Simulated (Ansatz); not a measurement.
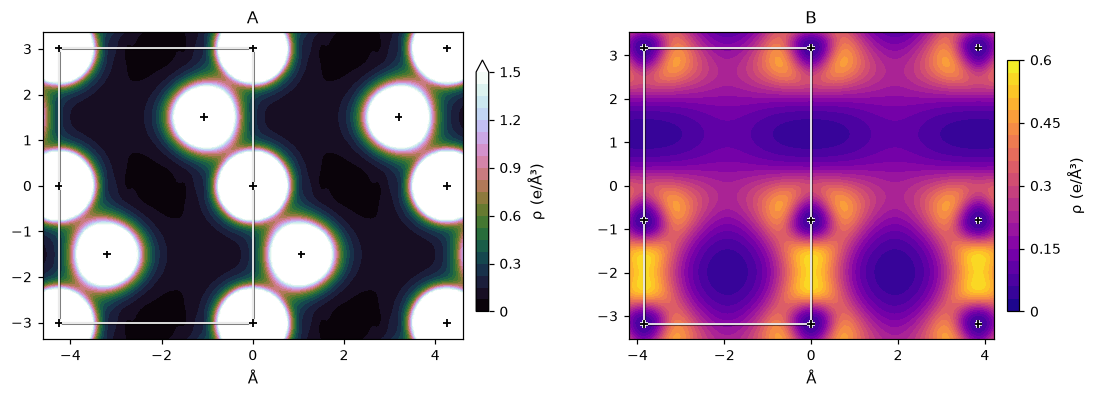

The valence charge density (pseudo) of 2 systems, each on a plane through atoms (crosses mark nuclei in the plane).

Computed with Ansatz, DFT PBE, plane waves, PAW.

System 1: Cu2O, the (011) plane of the conventional cell. Space group Pn-3m; computed pressure about 3 GPa in this cell; computed without spin polarisation.

```
CELL_PARAMETERS angstrom
4.26000 0.00000 0.00000
0.00000 4.26000 0.00000
0.00000 0.00000 4.26000
ATOMIC_POSITIONS crystal
Cu 0.25000 0.25000 0.25000
Cu 0.25000 0.75000 0.75000
Cu 0.75000 0.75000 0.25000
Cu 0.75000 0.25000 0.75000
O 0.00000 0.00000 0.00000
O 0.50000 0.50000 0.50000
```

System 2: Si, the (010) plane of the conventional cell. Space group P6₃/mmc; a structure from a database of computed crystals, not necessarily the ambient phase.

Question: Which map belongs to which system?

Answer: Panel A is system 1, Cu2O: the plane holds Cu and O. Cu–O (1.84 Å): ρ is about 0.82 e/Å³ halfway. Panel B is system 2, Si: the plane holds Si. Si–Si (2.38 Å): ρ at the midpoint is about 0.55 e/Å³.
